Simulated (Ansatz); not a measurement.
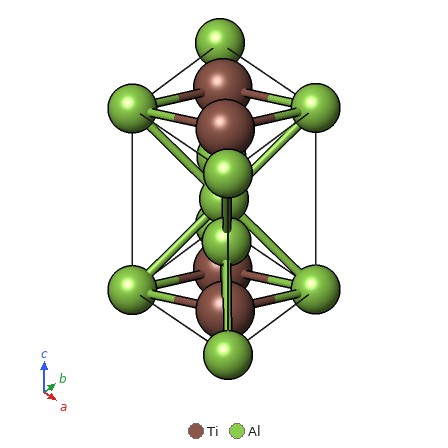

System: a slab cut from TiAl₂ (slab content Ti₄Al₈), space group Cmmm (No. 65). The picture shows the bulk cell.

The given structure:
```
CELL_PARAMETERS angstrom
1.95030 -6.02630 0.00000
1.95030 6.02630 0.00000
0.00000 0.00000 3.97240
ATOMIC_POSITIONS crystal
Ti 0.65622 0.34378 0.00000
Ti 0.34378 0.65622 0.00000
Al 0.00000 0.00000 0.00000
Al 0.82710 0.17290 0.50000
Al 0.17290 0.82710 0.50000
Al 0.50000 0.50000 0.50000
```

Calculation (Ansatz 0.2.0): spacing and rumpling of the atomic planes of a slab cut from the relaxed bulk cell along the Miller plane (conventional indices), bottom to top, after all atoms relax, plane waves with PAW datasets, Γ-centred k mesh. Level: PBEsol, no spin polarisation.

```csv
setting,value
space group in which the indices count,65
Miller index h,0
Miller index k,1
Miller index l,0
top plane,TiAl
bottom plane,Al
planes,6
surface cell,"(1, 1)"
slab thickness as cut,10.17 Å
vacuum,15 Å
surface area,15.49 Å²
surface a,3.901 Å
surface b,3.972 Å
surface angle,90 °
slab atoms,12
wave cutoff,420 eV
k mesh,9×9×1
occupations,Gaussian
smearing width,0.1 eV
boundary,dipole corrected
```

Predict the spacing change of each pair of planes. The cases: 1–2; 2–3; 3–4; 4–5; 5–6.

The least value, −0.063 Å, is that of 5–6, and the largest, 0.035 Å, that of 4–5. In rising order: 5–6 (−0.063), 2–3 (0.002), 3–4 (0.014), 1–2 (0.034), 4–5 (0.035), in Å. The spacing to next, in Å, is 2.017 for 1–2, 2.061 for 2–3, 1.998 for 3–4, 2.019 for 4–5 and 1.997 for 5–6. The content of the two planes is Al2 and TiAl for 1–2, TiAl and TiAl for 2–3, TiAl and Al2 for 3–4, Al2 and TiAl for 4–5 and TiAl and TiAl for 5–6.

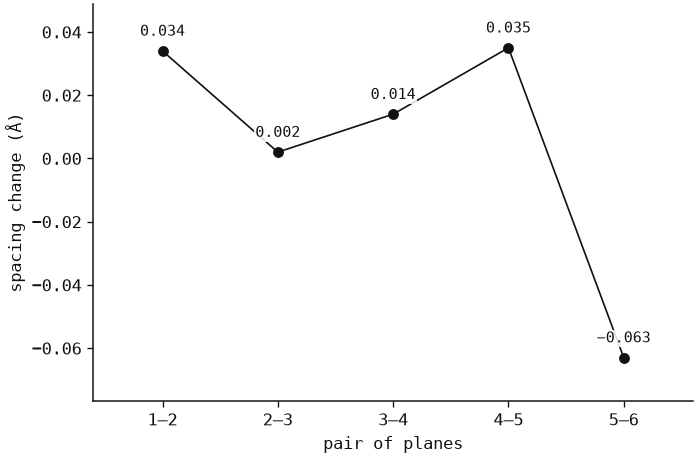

Limits of the calculation: k mesh lowers the symmetry; xc potential rough in thin density.
